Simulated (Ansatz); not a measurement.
Consider Hf₇SiO₁₆ (cell charge +1, with a compensating background) (cell with a defect).

Input

```
crystal:
  lattice:
    - [-4.8301248097, 4.8301248097, 0.0]
    - [-4.8301248097, -4.8301248097, 0.0]
    - [4.8301248097, 0.0, 6.4194328281]
  atoms:
    - { symbol: Si, position: [0.0015933544, 1.0327423607, -0.0017737621], spin: 0.143 }
    - { symbol: Hf, position: [0.2445446494, 0.2444184954, 0.4875143232] }
    - { symbol: Hf, position: [0.5011335009, 0.5000770066, 0.0007445002] }
    - { symbol: Hf, position: [0.7578099281, 0.757653239, 0.5139784752] }
    - { symbol: Hf, position: [0.6230851906, 0.1225312995, 0.2445866478] }
    - { symbol: Hf, position: [0.8776531474, 0.3798551084, 0.7537507806] }
    - { symbol: Hf, position: [0.1246620255, 0.6268488157, 0.2477450917] }
    - { symbol: Hf, position: [0.3792757751, 0.878691565, 0.7569092787] }
    - { symbol: O, position: [0.9265118385, 0.1128512051, 0.2120961433], spin: 0.143 }
    - { symbol: O, position: [0.1788000431, 0.3681370476, 0.7421845657] }
    - { symbol: O, position: [0.4373745956, 0.6267066457, 0.2593231457] }
    - { symbol: O, position: [0.7174268239, 0.9042781516, 0.7924645615], spin: 0.143 }
    - { symbol: O, position: [0.5011540557, 0.1976330996, 0.0007493973] }
    - { symbol: O, position: [0.7502877057, 0.4425546472, 0.4990081772] }
    - { symbol: O, position: [0.0019151657, 0.688432838, 0.0027997872], spin: 0.143 }
    - { symbol: O, position: [0.2520201038, 0.9442959826, 0.5024897063] }
    - { symbol: O, position: [0.50115137, 0.803464296, 0.0007501072] }
    - { symbol: O, position: [0.7474870784, 0.0514515527, 0.4934127372] }
    - { symbol: O, position: [-0.0007959865, 0.2884651602, 0.0011880597], spin: 0.143 }
    - { symbol: O, position: [0.2548139085, 0.5587848131, 0.5080864293] }
    - { symbol: O, position: [0.2883252229, 0.1097667822, 0.211798008], spin: 0.143 }
    - { symbol: O, position: [0.5649444469, 0.3681430651, 0.7421900834] }
    - { symbol: O, position: [0.8235048293, 0.6266976294, 0.2593019167] }
    - { symbol: O, position: [0.0814643199, 0.8998971686, 0.7920307403], spin: 0.143 }
  host:
    lattice:
      - [4.8301248097, 0.0, 0.0]
      - [0.0, 4.8301248097, 0.0]
      - [0.0, 0.0, 3.209716414]
    atoms:
      - { symbol: Hf, position: [0.0, 0.0, 0.0] }
      - { symbol: Hf, position: [0.5, 0.5, 0.5] }
      - { symbol: O, position: [0.1949699023, 0.8050300977, 0.5] }
      - { symbol: O, position: [0.3050300977, 0.3050300977, 0.0] }
      - { symbol: O, position: [0.6949699023, 0.6949699023, 0.0] }
      - { symbol: O, position: [0.8050300977, 0.1949699023, 0.5] }
total_charge: 1
basis:
  ecutwfc: 420
  xc_grid: 2
kpoints:
  mp_grid: { grid: [2, 2, 2], shift: [0.0, 0.0, 0.0] }
hamiltonian:
  xc: pbesol
scf:
  occupations: { method: gaussian, width: 0.01 }
output:
  forces: true
  stress: false
  eigenvalues: true
  populations: true
  charged_corrections:
    defect_position: [0.0, 1.0, 0.0]
    epsilon: [[27.3137, 0.0, 0.0], [0.0, 27.3137, 0.0], [0.0, 0.0, 31.2391]]
  write_density: true
  write_potential: true
  elf: true
  volumetric_format: npy
magnetization:
  spin_polarized: true
relax:
  adjacent_minimum: "off"
  f_tol: 0.025
  max_steps: 45
```

Run with:

```sh
ansatz run input.yaml --threads 4 --pin off --max-ram 10240MiB --backend cpu --events-out ev --progress --plain --runs-dir out
```

The fields are those of the run's last geometry, not of the input's.

Spin-polarised.

The calculation used DFT PBEsol, scalar-relativistic, plane waves, PAW in Ansatz.

> What will maps of the valence pseudo-density and electron localisation function show?

Si–O (1.84 Å): the density is about 0.81 e/Å³ at the midpoint; the ELF peaks at about 0.85 between the atoms.
Hf–O (2.11 Å): the density is about 0.71 e/Å³ at the midpoint; the ELF peaks at about 0.80 in the valence shell of O, 0.6 Å from its nucleus, and drops to about 0.20 between the two atoms (no shared electron pair shows on this line).

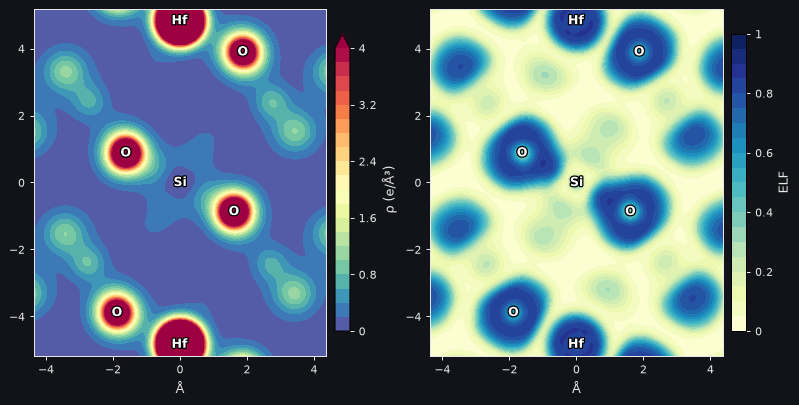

Computed valence pseudo-density and electron localisation function on the (110) plane of the calculation cell, in this order. Atoms just off the plane (O, 0.7 Å away) can leave unmarked features too.

In a PAW calculation such maps are meaningful between the atoms, not at the nuclei.
